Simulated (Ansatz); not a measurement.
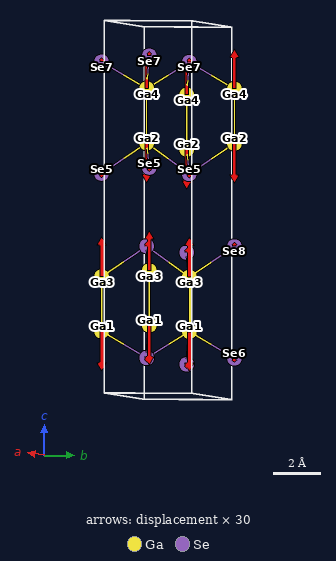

A relaxation of solid GaSe (set up in P6_3/mmc) (coarse preliminary run). The starting structure is drawn; red arrows show the displacements (the part carried along by the change of the cell is left out), 30 times their true length.

The picture is a ball-and-stick view of the cell of the calculation, seen from a free direction.

Level of theory: DFT PBE+D3(BJ), scalar-relativistic, plane waves, PAW (Ansatz 0.2.0). Set-up: plane-wave cutoff 420 eV; k-point mesh 6 × 6 × 2; occupations gaussian; smearing width 0.1 eV; no spin polarisation; cell and atoms relaxed; force threshold 0.05 eV/Å; at most 80 steps.

Q: Atoms of which element are displaced furthest, and by how much?

A: Gallium: up to 0.058 Å, against 0.007 Å for selenium.

Q: What happened in the run?

A: The largest moves relative to the cell, 0.058 Å, are those of Ga1, Ga2, Ga3 and Ga4. Ga4 goes along +c. By element the largest moves are Ga 0.058 Å, Se 0.007 Å. Cell: a = b 3.742 → 3.773 Å (+0.8 %), c 15.919 → 15.935 Å (+0.1 %). Volume +1.7 %. Some distances before and after: Ga1–Ga3 2.324 → 2.442 Å, Ga1–Se6 2.484 → 2.475 Å. The space group stays P6_3/mmc (No. 194). After 3 accepted moves (4 points after the start) the energy has fallen by 16.8 meV per atom. Largest force component: 1.2 eV/Å at the start, 0.006 eV/Å at the end. Pressure: 0.96 GPa at the start and 0.02 GPa at the end. At 1 point the geometry stayed and the basis and grid were re-selected for the new cell (energy shift of 0.1 meV per atom at most each time). Cost: 34 s on 4 threads of AMD EPYC (Zen 3) (shared host), peak memory 0.76 GiB.
